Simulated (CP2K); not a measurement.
```
Ga Co
1.0
     2.87800    0.00000    0.00000
     0.00000    2.87800    0.00000
     0.00000    0.00000    2.87800
Ga Co
1 1
Direct
  0.50000 0.50000 0.50000
  0.00000 0.00000 0.00000
```

Space group Pm-3m; computed pressure about 20 GPa in this cell; spin-polarised.

Level of theory: Kohn-Sham DFT of a periodic cell, PBE, GTH-PBE with UZH-DZVP basis in CP2K 2026.2.

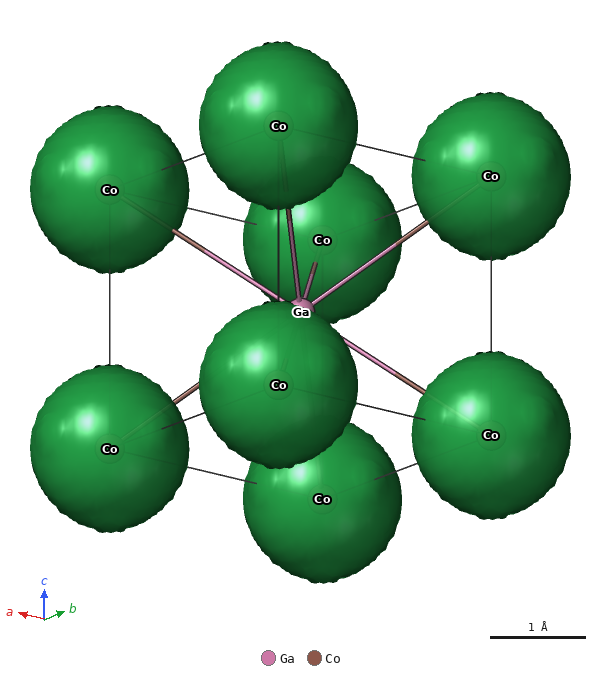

GaCo. Isosurfaces of the spin density (up minus down) at +0.1 (green) and −0.1 e/Å³ (red), seen at an oblique angle. Sticks mark near contacts.

The density is the valence pseudo-density of a pseudopotential calculation; it isn't the true density close to the nuclei.

> Which atoms carry the moments, and with what signs?

The spin density sits on Co: +1.8 μB in one cell of 2 atoms, with smaller moments on other sites: Ga (up to +0.16 μB): parallel main moments, as they must be, since the calculation's own cell holds one magnetic site. The cell of the calculation (2 atoms) carries 2.0 μB of net spin moment.
